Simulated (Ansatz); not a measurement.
## Band-structure calculation of MgI2 (part 1 of 2)

- system: MgI2 (P-1, 3 atoms in the cell)
- method: DFT, HSE06, plane waves, PAW, no spin polarisation (Ansatz 0.2.0)

The structure was built on a prototype by a generator. The geometry comes from this level: r2scan-rvv10 (a point of a series of strains). It belongs to a series of runs on one base structure; here: shear_xy strain +2.0%. Figures and captions count atoms from 1; the log counts them from 0 in places.

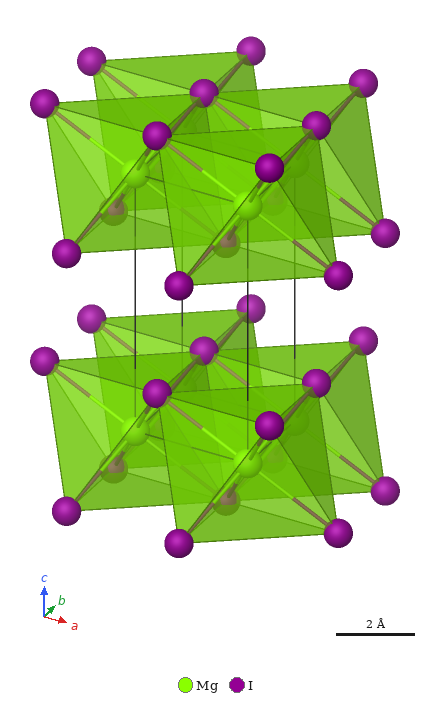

Figure 1. The structure (polyhedral view of the cell of the calculation, seen slightly off an axis; polyhedra are completed across the faces of the cell). An atom can appear more than once, as a periodic image.

Input
```yaml
crystal:
  lattice:
    - [4.1572130597, 0.0415721306, 0.0]
    - [-2.0426040087, 3.5794660533, 0.0]
    - [0.0, 0.0, 6.8733252339]
  atoms:
    - { symbol: Mg, position: [0.0, 0.0, 0.0] }
    - { symbol: I, position: [0.3333333333, 0.6666666667, 0.2426220947] }
    - { symbol: I, position: [0.6666666667, 0.3333333333, 0.7573779053] }
kpoints:
  mp_grid: { grid: [6, 6, 4] }
  band_path:
    path:
      - [0.0, 0.0, 0.0]
      - [0.5, 0.0, 0.0]
      - [0.3333333333, 0.3333333333, 0.0]
      - [0.0, 0.0, 0.5]
      - [0.5, 0.0, 0.5]
      - [0.3333333333, 0.3333333333, 0.5]
      - [0.46875, -0.46875, 0.3125]
    npoints: 1
hamiltonian:
  xc: hse06
scf:
  occupations: { method: fixed }
  n_extra_bands: 4
output:
  forces: true
  stress: true
  eigenvalues: true
  write_density: true
  write_potential: true
  elf: true
  volumetric_format: npy
```

Machine: 4 threads of Intel Xeon @ 2.50GHz (Skylake/Cascade Lake), 189 GiB of memory available, shared host.

Command:
```bash
ansatz run input.yaml --threads 4 --pin off --max-ram 4608MiB --backend cpu --events-out ev --progress --plain --runs-dir out
```

The program's output
```
Warning: output.stress: scf.convergence.dr2_threshold = 1e-7 eV (the SCF's general default) is looser than the 3e-10 eV advised for a printed stress (1e-10 eV for each atom of the cell: 3). What an SCF threshold leaves in a stress goes as its square root, and in the free energy as the threshold itself, and one threshold admits the most on a small cell: of the crystals measured, under no hybrid functional and no lock of the moments, on runs that ended without the residual-converged pass, on stresses that held no estimate of that error, the worst erred by over 100 MPa in a component at 1e-7 eV an atom and by under 5 at 1e-10. Set scf.convergence.dr2_threshold to 3e-10 eV or tighter. The threshold is an SCF's pass mark: one that does not reach it within its budget of iterations ends unconverged, or closes short of it on a stop that the run arms, and scf.convergence.dr2_threshold's page says what that costs each kind of run
Warning: output.stress: scf.exx.energy_threshold = 1e-6 eV is looser than the 3e-8 eV advised for a stress under a hybrid functional (1e-8 eV for each atom of the cell: 3). Every SCF of the exchange loop can meet its threshold on dr2 while the loop round them stops early: no threshold on dr2 bounds what that leaves in the stress. Set scf.exx.energy_threshold to 3e-8 eV or tighter. The threshold is the loop's pass mark: a loop that does not reach it within its budget of cycles ends unconverged, and scf.exx.energy_threshold's page has the law
scf.n_extra_bands = 4 over 22 filled bands (N_el = 44.0): the run solves 26 bands
Engine: ansatz 0.2.0, x86_64-unknown-linux-gnu
Pseudopotentials: kind: paw
Pseudopotential: Mg, paw, valence charge 10, recommended cutoff 420 eV (normal), Mg.paw.azcp
Pseudopotential: I, paw, valence charge 17, recommended cutoff 420 eV (normal), I.paw.azcp
Functional definition: HSE06
  parameter a = 0.25
  parameter omega = 0.11/bohr
  exchange = pbe_x - a*pbe_x_sr(omega) + a*exact_x_sr(omega)
  correlation = pbe_c
davidson cushion auto → on  (no smearing: the cushion is to keep the highest requested band from converging to the state above it; pin scf.eigensolver.cushion to override)
Crystal: 3 atoms, lattice volume = 102.863 Å³
Basis set: ecut = 420 eV, 1979 PW (Γ), exchange–correlation on 60×60×96 points (8 copies of the dense FFT grid, shifted against one another)
Bands: 26, of which v1, the nominal top of the filled ones, is band 22 counted from 1 (21 counted from 0)
Symmetry: 2 space group operations
Space group: P-1 (ITA 2), of the structure as read, at distance tolerance 4.7e-5 Å
k-points: 76 of 144
Non-local potential: Mg, projectors of the file, l = 0: 3, l = 1: 2, l = 2: 1
Non-local potential: I, projectors of the file, l = 0: 2, l = 1: 2, l = 2: 2, l = 3: 2
PAW form: soft (Blöchl's): semilocal exchange-correlation on the pseudo side does not see the compensation charge
PAW frozen core: Mg, regenerated for the run's functional, and the local potential with it (the file was generated under x = pbe(κ = 0.804, μ = 0.2195149727645171), c = pbe(β = 0.06672455060314922))
PAW frozen core: I, regenerated for the run's functional, and the local potential with it (the file was generated under x = pbe(κ = 0.804, μ = 0.2195149727645171), c = pbe(β = 0.06672455060314922))
PAW one-centre angular grid: Mg, 110 points (default); XC on 96 Gauss nodes
PAW one-centre angular grid: I, 590 points (default); XC on 96 Gauss nodes
Initial density: superposition of atomic densities (neutral atoms: chi_scale 0, normalization atom), corrected by the library's trained network
Initial wavefunctions: pseudopotential atomic-orbital guess
Functional: x = pbe(κ = 0.804, μ = 0.2195149727645171), c = pbe(β = 0.06672455060314922), warm-up for x = pbe(κ = 0.804, μ = 0.2195149727645171) + 0.25 (exact − pbe) at short range (hse, ω = 0.20786987370883472 Å⁻¹), c = pbe(β = 0.06672455060314922); HSE06 as pw.x's `hse` composes it (authors' and Libxc's form: `xc: wpbeh`)
SCF iter   1: F=—  HF=-16952.777806 eV  |F-HF|=—  |Δ(HF+E_count)|=         —  Δρ=7.77e-4  dr2=8.79e-4  ethr=1.77e-3  ⟨swp⟩=2.0  Hψ=13160  notcnv=0
preconditioner: auto → none  [insulator: Δε(μ)=3.452 eV  Ē_g=9.865 eV  n_scr=22 (ndim 8)  ℏωp=14.6 eV  f_vac=0.095]
SCF iter   2: F=-16952.777928 eV  HF=-16952.777956 eV  |F-HF|=2.84e-5  |Δ(HF+E_count)|=   1.50e-4  Δρ=3.56e-4  dr2=2.01e-4  ethr=2.00e-6  ⟨swp⟩=5.0  Hψ=5945  notcnv=0  defer=5
SCF 1 stopped early in 2 iterations: F = -16952.777928 eV  dr2 = 2.01e-4
  greatest PAW one-centre occupation: 1.000 electrons in one spin orbital (limit 2), on the Mg atom at site 0 (counted from 0), in its partial waves of l = 0
Initial density: handed on by an earlier stage of this run
Initial wavefunctions: those handed on with the density
Functional: x = pbe(κ = 0.804, μ = 0.2195149727645171) + 0.25 (exact − pbe) at short range (hse, ω = 0.20786987370883472 Å⁻¹), c = pbe(β = 0.06672455060314922); HSE06 as pw.x's `hse` composes it (authors' and Libxc's form: `xc: wpbeh`)
Exchange kernel: α = 0.2500, screened, ω = 0.2079 Å⁻¹, Wigner–Seitz truncation, v(0) = 1046.8416 eV·Å³, q-mesh 6×6×4, nearest image of the exchange supercell L = 24.73 Å, pair-density grid 20×20×30, without the augmentation charges, whose exchange is taken in its separable form by FFT convolution over the k-point mesh (sized by the pseudopotential files, 25×25×48 at the most), smooth part of the exact exchange by density-matrix convolution
Frozen-core exchange: fock
SCF iter   1: F=—  HF=-16962.692005 eV  |F-HF|=—  |Δ(HF+E_count)|=         —  Δρ=2.46e-3  dr2=9.27e-3  ethr=4.56e-6  ⟨swp⟩=6.7  Hψ=8956  notcnv=0
preconditioner: auto → none  [insulator: Δε(μ)=4.419 eV  Ē_g=11.228 eV  n_scr=22 (ndim 8)  ℏωp=14.6 eV  f_vac=0.095]
SCF iter   2: F=—  HF=-16962.689478 eV  |F-HF|=—  |Δ(HF+E_count)|=   2.53e-3  Δρ=1.11e-3  dr2=2.92e-3  ethr=4.56e-6  ⟨swp⟩=4.1  Hψ=6663  notcnv=0
SCF iter   3: F=—  HF=-16962.689053 eV  |F-HF|=—  |Δ(HF+E_count)|=   4.26e-4  Δρ=4.76e-4  dr2=8.57e-4  ethr=4.56e-6  ⟨swp⟩=4.0  Hψ=5165  notcnv=0
SCF iter   4: F=—  HF=-16962.693815 eV  |F-HF|=—  |Δ(HF+E_count)|=   4.76e-3  Δρ=3.63e-4  dr2=1.31e-4  ethr=9.11e-7  ⟨swp⟩=4.0  Hψ=6594  notcnv=0
iter 5 solved again at ethr=1.74e-8 eV; its pass at ethr=2.75e-7 eV (dr2=7.66e-6 eV) is discarded
SCF iter   5: F=—  HF=-16962.693800 eV  |F-HF|=—  |Δ(HF+E_count)|=   1.51e-5  Δρ=1.15e-4  dr2=1.37e-5  ethr=1.74e-8  ⟨swp⟩=2.5  Hψ=9369  notcnv=0
SCF iter   6: F=—  HF=-16962.693864 eV  |F-HF|=—  |Δ(HF+E_count)|=   6.42e-5  Δρ=5.08e-5  dr2=5.30e-6  ethr=1.73e-8  ⟨swp⟩=4.4  Hψ=6162  notcnv=0  defer=2
SCF iter   7: F=-16962.693863 eV  HF=-16962.693863 eV  |F-HF|=5.16e-7  |Δ(HF+E_count)|=   1.18e-6  Δρ=6.03e-6  dr2=2.14e-7  ethr=1.16e-8  ⟨swp⟩=3.1  Hψ=4990  notcnv=0
SCF 2 stopped early in 7 iterations: F = -16962.693863 eV  dr2 = 2.14e-7
  Residual-converged pass: ⟨swp⟩=4.0  Hψ=6357  notcnv=0  max |occ|·‖R‖ = 5.9e-6 eV (tolerance 6.7e-6 eV)  dr2=2.04e-7  dr2_onsite=1.66e-8  max |Δocc| = 0.0e0
hybrid outer 1: dexx = +5.251e-3 eV, tail = 3.76e-5 eV
Exchange kernel: α = 0.2500, screened, ω = 0.2079 Å⁻¹, Wigner–Seitz truncation, v(0) = 1046.8416 eV·Å³, q-mesh 6×6×4, nearest image of the exchange supercell L = 24.73 Å, pair-density grid 20×20×30, without the augmentation charges, whose exchange is taken in its separable form by FFT convolution over the k-point mesh (sized by the pseudopotential files, 25×25×48 at the most), smooth part of the exact exchange by density-matrix convolution
Frozen-core exchange: fock
SCF iter   1: F=—  HF=-16962.693750 eV  |F-HF|=—  |Δ(HF+E_count)|=         —  Δρ=2.93e-5  dr2=1.28e-6  ethr=4.27e-7  ⟨swp⟩=3.0  Hψ=4577  notcnv=0
preconditioner: auto → none  [insulator: Δε(μ)=4.411 eV  Ē_g=11.220 eV  n_scr=22 (ndim 8)  ℏωp=14.6 eV  f_vac=0.098]
SCF iter   2: F=—  HF=-16962.693750 eV  |F-HF|=—  |Δ(HF+E_count)|=   3.30e-7  Δρ=1.31e-5  dr2=9.10e-8  ethr=2.37e-9  ⟨swp⟩=4.1  Hψ=6449  notcnv=0
SCF iter   3: F=—  HF=-16962.693750 eV  |F-HF|=—  |Δ(HF+E_count)|=   2.33e-7  Δρ=4.33e-6  dr2=1.08e-8  ethr=1.49e-10  ⟨swp⟩=4.7  Hψ=6142  notcnv=0  defer=16
SCF iter   4: F=-16962.693750 eV  HF=-16962.693750 eV  |F-HF|=4.91e-10  |Δ(HF+E_count)|=   1.78e-9  Δρ=9.79e-7  dr2=1.07e-9  ethr=2.08e-11  ⟨swp⟩=3.1  Hψ=5191  notcnv=0  defer=3
SCF 3 converged in 4 iterations: F = -16962.693750 eV  dr2 = 1.07e-9
  Residual-converged pass: ⟨swp⟩=4.0  Hψ=6233  notcnv=0  max |occ|·‖R‖ = 5.3e-7 eV (tolerance 5.4e-7 eV)  dr2=1.06e-9  dr2_onsite=1.37e-10  max |Δocc| = 0.0e0
hybrid outer 2: dexx = +2.694e-7 eV, tail = 1.83e-8 eV, Δε = 2.86e-3 eV (about 1.15e-4 eV left of the loop's levels), ΔF = 1.08e-2 eV/Å (tail 1.99e-3)
Exchange kernel: α = 0.2500, screened, ω = 0.2079 Å⁻¹, Wigner–Seitz truncation, v(0) = 1046.8416 eV·Å³, q-mesh 6×6×4, nearest image of the exchange supercell L = 24.73 Å, pair-density grid 20×20×30, without the augmentation charges, whose exchange is taken in its separable form by FFT convolution over the k-point mesh (sized by the pseudopotential files, 25×25×48 at the most), smooth part of the exact exchange by density-matrix convolution
Frozen-core exchange: fock
SCF iter   1: F=—  HF=-16962.693750 eV  |F-HF|=—  |Δ(HF+E_count)|=         —  Δρ=1.56e-6  dr2=1.94e-9  ethr=2.08e-10  ⟨swp⟩=4.2  Hψ=4716  notcnv=0
preconditioner: auto → none  [insulator: Δε(μ)=4.411 eV  Ē_g=11.219 eV  n_scr=22 (ndim 8)  ℏωp=14.6 eV  f_vac=0.098]
SCF iter   2: F=-16962.693750 eV  HF=-16962.693750 eV  |F-HF|=8.00e-11  |Δ(HF+E_count)|=  4.80e-10  Δρ=6.71e-7  dr2=2.60e-10  ethr=4.37e-12  ⟨swp⟩=3.1  Hψ=6118  notcnv=0
SCF 4 converged in 2 iterations: F = -16962.693750 eV  dr2 = 2.60e-10
  Residual-converged pass: ⟨swp⟩=3.0  Hψ=4708  notcnv=0  max |occ|·‖R‖ = 5.6e-7 eV (tolerance 5.6e-7 eV)  dr2=2.59e-10  dr2_onsite=4.25e-11  max |Δocc| = 0.0e0
```

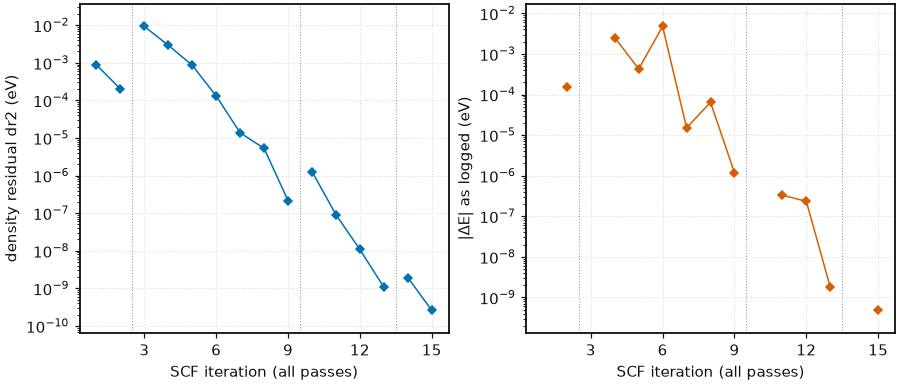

Figure 2. Convergence of the self-consistent field: density residual dr2 and size of the energy change against the SCF iteration. The run starts with a semilocal functional; after that each stretch between dotted lines is one SCF of the hybrid functional between two exact rebuilds of the exchange operator by the outer loop. Early passes are stopped at a loose threshold. The passes take 2, 7, 4 and 2 iterations.

```
hybrid outer 3: dexx = +2.485e-10 eV, tail = 6.08e-10 eV, Δε = 3.89e-5 eV (about 1.44e-5 eV left of the loop's levels), ΔF = 3.48e-4 eV/Å (tail 1.45e-4)
the search or the solves at the SCF's close seem to have found levels that the self-consistency loop had missed (the run counts 1). By its estimate they hold under 1e-12 electrons; where the run keeps them, the occupations were computed again with them
NSCF: frozen V_eff on 7 k-points
hybrid SCF converged: 3 outer / 13 inner (+2 warm-up), last move |dexx| = 2.48e-10 eV, tail = 6.08e-10 eV
Stability not checked: this state was not tested for a lower state beside it, because the functional holds exact exchange (a hybrid, or Hartree-Fock), whose exchange loop this test does not read (fock_operator; see scf.lower_state_search)
Free energy (F): -16962.693750 eV
Frozen-core exchange: fock
Harris-Foulkes:  -16962.693750 eV  (|F-HF|=8.00e-11)
Internal energy: -16962.693750 eV  (E = F + TS)
E sigma→0 (E₀):  -16962.693750 eV
Fermi energy:    4.232636 eV
--- Per-component energies (eV) ---
  E_band       = -1236.256250
  E_kinetic    = 453.669220
  E_local      = -5827.529770  (includes V_loc(G=0)·N_el)
  E_nonlocal   = -87.125870
  E_hartree    = 2746.548895
  E_xc         = -230.582465
  E_vxc        = -236.837701  (∫ρ·V_xc dr)
  E_exx        = -151.858200  (= α·E_x^exact, valence–valence)
  E_paw        = -9838.318220  (= ΣΔE_a)
  E_vpaw       = -727.813587  (= ΣTr[D̂ρ^β])
  E_aug_tail   = -0.000016  (compensation charges beyond the density's cutoff)
  E_ewald      = -4026.747401
  E_core_change = -0.749923  (= ΣΔE_core)
  E_smearing   = -0.000000  (= −TS)
  E_closure    = 0.000000  (closes the sum)
  Σ components = -16962.693750   (vs F -16962.693750, Δ=-3.64e-12)
--- Forces (eV/Å), atoms counted from 1 ---
  atom   1  Mg     0.00000000     0.00000000     0.00000000
  atom   2  I      0.00155596    -0.00075222    -0.10757845
  atom   3  I     -0.00155596     0.00075222     0.10757845
  max |Σ_I F_I| component: 0.00e0 eV/Å
--- Stress (GPa, compression-positive) ---
        0.377317      -0.338111       0.025855
       -0.338111       0.389976      -0.004165
        0.025855      -0.004165       0.544895
  P = ⅓ Tr σ = 0.4374 GPa (4.374 kbar)
--- Band table (eV; the first three rows and the last of 76) ---
  k-point 0: bands = ["-76.0321", "-41.8000", "-41.7994", "-41.7987", "-41.7982", "-41.7881", "-41.7879", "-41.7856", "-41.7852", "-41.7805", "-41.7802", "-40.9290", "-40.9268", "-40.9250", "-8.8932", "-8.0889", "0.4045", "3.6889", "3.7742", "4.1002", "4.1737", "4.2326", "8.9424", "9.9593", "11.9148", "12.1322"]
  k-point 1: bands = ["-76.0321", "-41.8001", "-41.7993", "-41.7987", "-41.7982", "-41.7881", "-41.7879", "-41.7856", "-41.7853", "-41.7805", "-41.7802", "-40.9290", "-40.9268", "-40.9250", "-8.8222", "-8.1870", "0.7639", "3.5312", "3.7327", "3.8178", "4.0594", "4.1370", "9.4624", "10.0182", "11.8085", "12.0224"]
```
